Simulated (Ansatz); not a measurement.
**Two runs on WS**

System: WS (Pm-3m, 2 atoms in the cell).
Method of run 1: Kohn-Sham DFT of a periodic cell, PBE0, Ansatz PAW, no spin polarisation (Ansatz 0.2.0).

The structure was made by swapping elements on the sites of another compound; it need not be a known phase. Text and figures count atoms from 1; the logs count them from 0 in places.

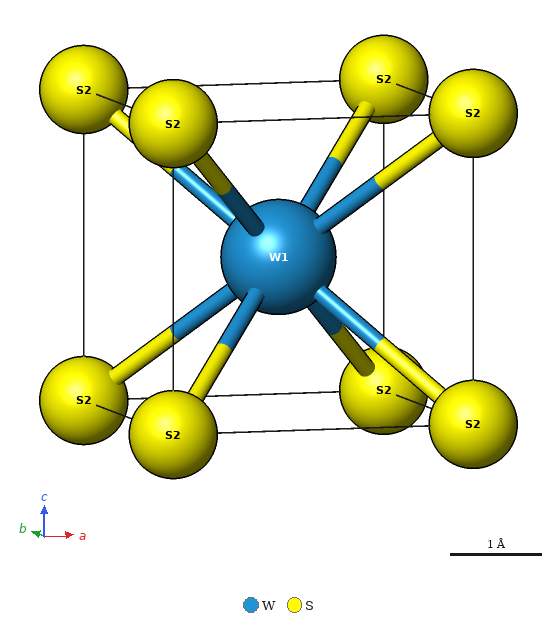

Figure 1. The input geometry (ball-and-stick view of the cell of the calculation, seen slightly off an axis; atoms are numbered from 1 in the order of the input). An atom can appear more than once, as a periodic image. Near neighbours in the periodic cell (some may lie outside the picture): W has 8 S at 2.98 Å; S has 8 W at 2.98 Å.

### Input, run 1
```yaml
crystal:
  lattice:
    - [3.44484848, 0.0, 0.0]
    - [0.0, 3.44484848, 0.0]
    - [0.0, 0.0, 3.44484848]
  atoms:
    - { symbol: W, position: [0.5, 0.5, 0.5] }
    - { symbol: S, position: [0.0, 0.0, 0.0] }
hamiltonian:
  xc: pbe0
  pseudopotentials: { kind: paw }
kpoints:
  mp_grid: { grid: [4, 4, 4] }
scf:
  occupations: { method: fermi_dirac, width: 0.05 }
output:
  forces: true
  stress: true
  eigenvalues: true
  write_density: true
  write_potential: true
  elf: true
  volumetric_format: npy
relax:
  f_tol: 0.01
  max_steps: 40
  cell: { stress_tol: 0.05 }
```

Hardware: 1 × NVIDIA H100 80GB HBM3, 2 threads of AMD EPYC (Zen 3), 1656 GiB of memory available, shared host.

### Output, shortened to warnings, some set-up lines, iterations and results (run 1)
```
Basis set: ecut = 420 eV, 799 PW (Γ), exchange–correlation on 48×48×48 points (8 copies of the dense FFT grid, shifted against one another)
Symmetry: 48 space group operations
k-points: 10 of 64
Initial density: superposition of atomic densities (neutral atoms: chi_scale 0, normalization atom), corrected by the library's trained network
[...]
SCF iter   1: F=—  HF=-11284.215415 eV  |F-HF|=—  |Δ(HF+E_count)|=         —  Δρ=5.57e-3  dr2=1.61e-2  ethr=1.77e-3  ⟨swp⟩=5.0  Hψ=524  notcnv=0
SCF iter   2: F=—  HF=-11284.213580 eV  |F-HF|=—  |Δ(HF+E_count)|=   1.83e-3  Δρ=3.28e-3  dr2=6.68e-3  ethr=8.06e-5  ⟨swp⟩=2.8  Hψ=282  notcnv=0  defer=1
SCF iter   3: F=—  HF=-11284.212503 eV  |F-HF|=—  |Δ(HF+E_count)|=   1.08e-3  Δρ=2.60e-4  dr2=1.29e-5  ethr=6.25e-8  ⟨swp⟩=4.0  Hψ=712  notcnv=0
SCF iter   4: F=—  HF=-11284.212507 eV  |F-HF|=—  |Δ(HF+E_count)|=   4.24e-6  Δρ=3.78e-5  dr2=9.42e-7  ethr=6.25e-8  ⟨swp⟩=3.0  Hψ=256  notcnv=0
SCF iter   5: F=—  HF=-11284.212507 eV  |F-HF|=—  |Δ(HF+E_count)|=   8.03e-8  Δρ=6.38e-6  dr2=8.37e-9  ethr=4.71e-9  ⟨swp⟩=3.1  Hψ=276  notcnv=0
[... 209 lines ...]
SCF 28 stopped early in 7 iterations: F = -11285.281628 eV  dr2 = 7.70e-11
SCF iter   1: F=—  HF=-11285.281628 eV  |F-HF|=—  |Δ(HF+E_count)|=         —  Δρ=1.33e-6  dr2=1.50e-10  ethr=9.41e-11  ⟨swp⟩=9.5  Hψ=582  notcnv=0
SCF iter   2: F=-11285.281628 eV  HF=-11285.281628 eV  |F-HF|=7.28e-12  |Δ(HF+E_count)|=  6.00e-11  Δρ=2.41e-7  dr2=5.35e-12  ethr=1.00e-12  ⟨swp⟩=3.0  Hψ=259  notcnv=0
SCF 29 converged in 2 iterations: F = -11285.281628 eV  dr2 = 5.35e-12
relax step   7: F+E_penalty+E_count = -11285.28162841 eV  Δ(F+E_penalty+E_count) = +2.004e-3 eV  max|allowed force component| = 1.379e-25 eV/Å  Δτ_max = 0.0000 Å  P = +0.011 …
basis re-selected at this cell: Δ(F+E_penalty+E_count) = +2.004e-3 eV, ΔP = -0.033 GPa vs the last step (what re-selecting the basis moved, of the pressure what is left beyond the Pulay correction that the steps carried, after the strain that the cell walked since its last selection, with what the …
hybrid SCF converged: 2 outer / 9 inner (+0 warm-up), last move |dexx| = 5.60e-11 eV, tail = 1.31e-11 eV
Stability not checked: this state was not tested for a lower state beside it, because the functional holds exact exchange (a hybrid, or Hartree-Fock), whose exchange loop this test does not read (fock_operator; see scf.lower_state_search)
Free energy (F): -11285.281628 eV
Frozen-core exchange: fock
Harris-Foulkes:  -11285.281628 eV  (|F-HF|=7.28e-12)
Internal energy: -11285.269267 eV  (E = F + TS)
E sigma→0 (E₀):  -11285.275448 eV
Entropy (-TS):   -0.012362 eV (-6.181 meV/atom)
Fermi energy:    20.773474 eV
--- Per-component energies (eV) ---
  E_band       = -82.093914
  E_kinetic    = 565.007411
  E_local      = -686.332545  (includes V_loc(G=0)·N_el)
  E_nonlocal   = 30.748204
  E_hartree    = 255.917091
  E_xc         = -282.703384
  E_vxc        = -255.179102  (∫ρ·V_xc dr)
  E_exx        = -60.370058  (= α·E_x^exact, valence–valence)
  E_paw        = -9185.188133  (= ΣΔE_a)
  E_vpaw       = -127.431885  (= ΣTr[D̂ρ^β])
  E_aug_tail   = -0.000046  (compensation charges beyond the density's cutoff)
  E_ewald      = -1919.320009
  E_core_change = -3.027797  (= ΣΔE_core)
  E_smearing   = -0.012362  (= −TS)
  E_closure    = -0.000000  (closes the sum)
  Σ components = -11285.281628   (vs F -11285.281628, Δ=0.00e0)
--- Forces (eV/Å), atoms counted from 1 ---
  atom   1  W      0.00000000    -0.00000000    -0.00000000
  atom   2  S      0.00000000     0.00000000     0.00000000
  max |Σ_I F_I| component: 4.14e-25 eV/Å
--- Stress (GPa, compression-positive) ---
        0.011161       0.000000       0.000000
        0.000000       0.011161      -0.000000
        0.000000      -0.000000       0.011161
  P = ⅓ Tr σ = 0.0112 GPa (0.112 kbar)
[...]
```

Run 2 used a changed input.

### The two runs side by side

```csv
quantity,run 1,run 2
outcome,converged,converged
free energy per atom (eV),−5642.6408,−5651.4809
"energy per atom, smearing taken to zero (eV)",−5642.6377,−5651.4777
gap on the mesh (eV),0.00,0.00
pressure (GPa),0.01,0.02
volume per atom (Å³),13.16,13.88
largest force (eV/Å),0.000,0.000
irreducible k-points,10,10
wall time (shared host),2.5 min,2.2 min
```

Which change of the input explains these differences?

The change (lines with − go, lines with + come):
```diff
-  xc: pbe0
+  xc: b3lyp
```

The total energies belong to different methods, so their difference says nothing on which is more stable or more accurate. The volume per atom goes from 13.16 to 13.88 Å³. The functional changes from PBE0 to b3lyp.

### Output, shortened to warnings, some set-up lines, iterations and results (run 2)
```
Basis set: ecut = 420 eV, 799 PW (Γ), exchange–correlation on 48×48×48 points (8 copies of the dense FFT grid, shifted against one another)
Symmetry: 48 space group operations
k-points: 10 of 64
Initial density: superposition of atomic densities (neutral atoms: chi_scale 0, normalization atom), corrected by the library's trained network
[...]
SCF iter   1: F=—  HF=-11301.927456 eV  |F-HF|=—  |Δ(HF+E_count)|=         —  Δρ=1.06e-2  dr2=5.19e-2  ethr=1.77e-3  ⟨swp⟩=5.0  Hψ=524  notcnv=0
SCF iter   2: F=—  HF=-11301.918570 eV  |F-HF|=—  |Δ(HF+E_count)|=   8.89e-3  Δρ=6.33e-3  dr2=2.02e-2  ethr=2.59e-4  ⟨swp⟩=2.1  Hψ=268  notcnv=0
SCF iter   3: F=—  HF=-11301.914033 eV  |F-HF|=—  |Δ(HF+E_count)|=   4.54e-3  Δρ=7.10e-4  dr2=8.29e-5  ethr=3.87e-7  ⟨swp⟩=3.6  Hψ=645  notcnv=0
SCF iter   4: F=—  HF=-11301.914061 eV  |F-HF|=—  |Δ(HF+E_count)|=   2.76e-5  Δρ=1.62e-4  dr2=1.31e-5  ethr=3.87e-7  ⟨swp⟩=3.2  Hψ=315  notcnv=0
SCF iter   5: F=—  HF=-11301.914056 eV  |F-HF|=—  |Δ(HF+E_count)|=   4.66e-6  Δρ=2.27e-5  dr2=2.44e-7  ethr=6.56e-8  ⟨swp⟩=3.0  Hψ=329  notcnv=0
[... 194 lines ...]
SCF 26 stopped early in 7 iterations: F = -11302.961723 eV  dr2 = 6.68e-11
SCF iter   1: F=—  HF=-11302.961723 eV  |F-HF|=—  |Δ(HF+E_count)|=         —  Δρ=8.56e-7  dr2=4.97e-11  ethr=7.43e-11  ⟨swp⟩=9.3  Hψ=555  notcnv=0
SCF iter   2: F=-11302.961723 eV  HF=-11302.961723 eV  |F-HF|=3.64e-12  |Δ(HF+E_count)|=  2.18e-11  Δρ=1.27e-7  dr2=2.93e-12  ethr=1.00e-12  ⟨swp⟩=2.0  Hψ=238  notcnv=0
SCF 27 converged in 2 iterations: F = -11302.961723 eV  dr2 = 2.93e-12
relax step   7: F+E_penalty+E_count = -11302.96172298 eV  Δ(F+E_penalty+E_count) = +1.805e-3 eV  max|allowed force component| = 1.077e-26 eV/Å  Δτ_max = 0.0000 Å  P = +0.016 …
basis re-selected at this cell: Δ(F+E_penalty+E_count) = +1.805e-3 eV, ΔP = -0.026 GPa vs the last step (what re-selecting the basis moved, of the pressure what is left beyond the Pulay correction that the steps carried, after the strain that the cell walked since its last selection, with what the …
hybrid SCF converged: 2 outer / 9 inner (+0 warm-up), last move |dexx| = 3.10e-11 eV, tail = 6.93e-12 eV
Stability not checked: this state was not tested for a lower state beside it, because the functional holds exact exchange (a hybrid, or Hartree-Fock), whose exchange loop this test does not read (fock_operator; see scf.lower_state_search)
Free energy (F): -11302.961723 eV
Frozen-core exchange: fock
Harris-Foulkes:  -11302.961723 eV  (|F-HF|=3.64e-12)
Internal energy: -11302.949148 eV  (E = F + TS)
E sigma→0 (E₀):  -11302.955436 eV
Entropy (-TS):   -0.012575 eV (-6.287 meV/atom)
Fermi energy:    19.864447 eV
--- Per-component energies (eV) ---
  E_band       = -90.523737
  E_kinetic    = 563.813128
  E_local      = -735.032252  (includes V_loc(G=0)·N_el)
  E_nonlocal   = 32.293248
  E_hartree    = 269.269771
  E_xc         = -297.368327
  E_vxc        = -265.063569  (∫ρ·V_xc dr)
  E_exx        = -48.078049  (= α·E_x^exact, valence–valence)
  E_paw        = -9199.939471  (= ΣΔE_a)
  E_vpaw       = -128.917677  (= ΣTr[D̂ρ^β])
  E_aug_tail   = -0.000056  (compensation charges beyond the density's cutoff)
  E_ewald      = -1885.665216
  E_core_change = -2.241923  (= ΣΔE_core)
  E_smearing   = -0.012575  (= −TS)
  E_closure    = 0.000000  (closes the sum)
  Σ components = -11302.961723   (vs F -11302.961723, Δ=0.00e0)
--- Forces (eV/Å), atoms counted from 1 ---
  atom   1  W      0.00000000     0.00000000     0.00000000
  atom   2  S      0.00000000     0.00000000     0.00000000
  max |Σ_I F_I| component: 1.58e-25 eV/Å
--- Stress (GPa, compression-positive) ---
        0.016002       0.000000      -0.000000
        0.000000       0.016002      -0.000000
       -0.000000      -0.000000       0.016002
  P = ⅓ Tr σ = 0.0160 GPa (0.160 kbar)
--- Relaxed structure (6 steps of the walk, 6 accepted, 1 SCFs on fresh bases) ---
  F+E_penalty+E_count = -11302.96172298 eV   max|allowed force component| = 1.077e-26 eV/Å   (the final SCF, on the basis selected at the relaxed cell)
  cell:  # Å, volume = 27.7559 Å³
[...]
```

For both runs: Spin–orbit coupling is left out, which matters for W. For run 2: Points of doubt noted for this run: forces on files of another functional.
